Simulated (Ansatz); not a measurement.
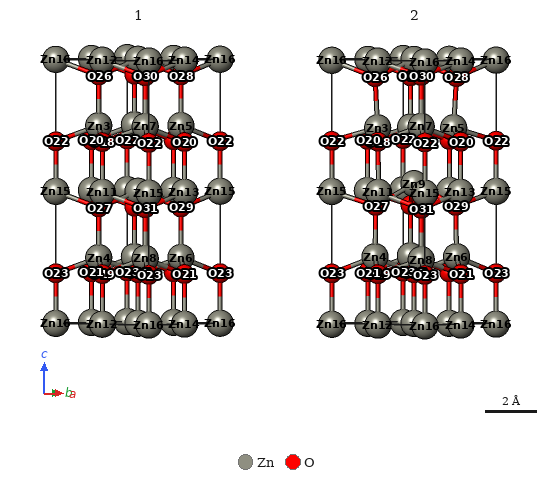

Two geometries of a defect cell of composition Zn₁₆O₁₅, drawn at one scale. One is the start of a relaxation, the other its converged end. A ball-and-stick model of the cell of the calculation (origin shifted), seen from a free direction.

These are results of DFT, PBE, plane-wave PAW, default files, scalar-relativistic in Ansatz 0.2.0, not measurements. (plane-wave cutoff 420 eV; k-point mesh 3 × 3 × 2; occupations fermi dirac; smearing width 0.01 eV; collinear spin; atoms relaxed in a fixed cell; force threshold 0.03 eV/Å; at most 40 steps)

Which of the two is the end point?

Structure 2 is the relaxed one. The largest move is that of a Zn atom, 0.30 Å along +c. By element the largest moves are Zn 0.30 Å, O 0.08 Å. The cell stays as it was. Near-neighbour distances that change, for instance: O–Zn 1.979 → 2.024 Å, O–Zn 1.973 → 2.004 Å, O–Zn 1.979 → 1.988 Å. Bond angles that change, for instance: Zn–O–Zn 110.4° → 120.2°, Zn–O–Zn 108.6° → 116.5°, O–Zn–O 110.4° → 102.8°. After 4 geometry steps the energy has fallen by 0.413 eV per cell of the calculation. The largest force component goes from 0.87 to 0.0046 eV/Å. The program noted that the starting moments weren't kept. Cost: 2.1 min on 4 threads of Arm Neoverse V2, on a shared host, peak memory 2.1 GiB.

Limits of the set-up: the periodic images lie only 6.5 Å apart, so the values are limited by the cell's size.
